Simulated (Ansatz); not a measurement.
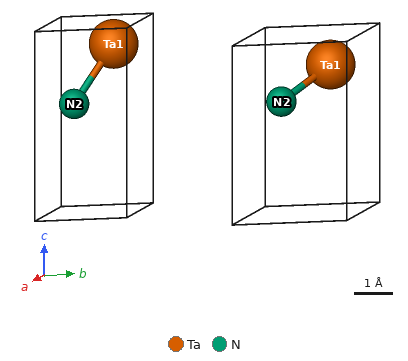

Two geometries of a crystal of TaN (a generated structure, set up in P3m1) (coarse preliminary run), drawn at one scale. One is the start of a relaxation, the other its converged end. A ball-and-stick model of the cell of the calculation, seen slightly off an axis.

Method: DFT PBE, scalar-relativistic, plane waves, PAW in Ansatz. Settings: plane-wave cutoff 420 eV; k-point mesh 6 × 6 × 4; occupations gaussian; smearing width 0.1 eV; no spin polarisation; cell and atoms relaxed; force threshold 0.04 eV/Å; at most 70 steps.

### Which of the two is the end point?

The right one is the relaxed one. The largest moves relative to the cell, 0.29 Å, are those of Ta1 and N2. Ta1 goes along −c. By element the largest moves are Ta 0.29 Å, N 0.29 Å. The volume changes by +46.8 %, with a = b 2.522 → 3.145 Å (+24.7 %), c 5.117 → 4.829 Å (−5.6 %). Near-neighbour distances that change, for instance: Ta1–Ta1 2.522 → 3.145 Å, Ta1–N2 2.057 → 1.981 Å. Bond angles that change, for instance: Ta1–N2–Ta1 75.6° → 105.1°. The space group stays P3m1 (No. 156). After 12 accepted moves (14 points after the start) the energy has fallen by 2048 meV per atom. Largest force component: 1.5 eV/Å at the start, 0.019 eV/Å at the end. Pressure: 48.92 GPa at the start and 0.14 GPa at the end. At 2 points the geometry stayed and the basis and grid were re-selected for the new cell (energy shift of 97.5 meV per atom at most each time). The run took 14 s on 1 thread of AMD EPYC 7B13 (Zen 3), with other jobs on the host, peak memory 0.37 GiB.

Limits of the set-up: layers or molecules are held without a dispersion correction, so their spacing is unreliable.
